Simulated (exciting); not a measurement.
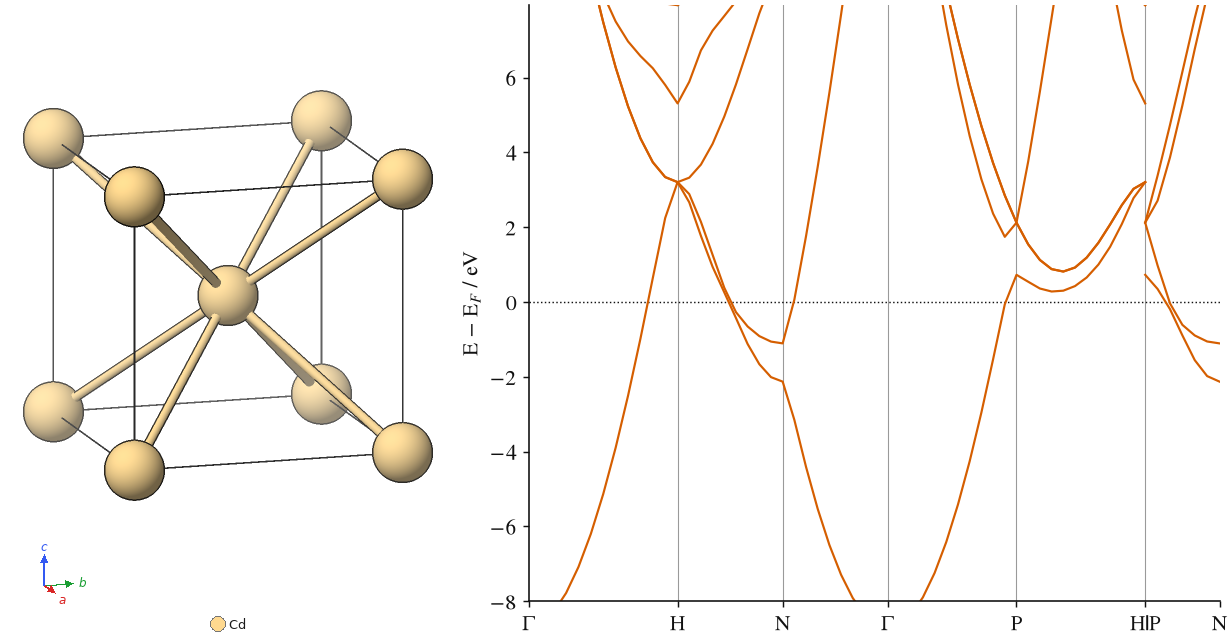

Band structure of bcc Cd, space group Im-3m (No. 229), 1 atom in the primitive cell (cubic a = 3.569 Å), beside the structure. Level of theory: PBEsol with TS dispersion, all-electron LAPW+lo, shipped species files, valence relativity iora*, no spin polarisation, no spin-orbit coupling, 10×10×10 k mesh, Methfessel-Paxton smearing of 0.05 eV; code exciting sodium. Energies are counted from the Fermi level.

A metal: 2 bands cross the Fermi level along this path. Bands cross the Fermi level on Γ–H, H–N, N–Γ, Γ–P and P–N, and not on P–H.

This isn't the form of Cd at room conditions, which is hcp. Bands are joined in order of energy, so crossings between the computed points show as kinks or gaps.
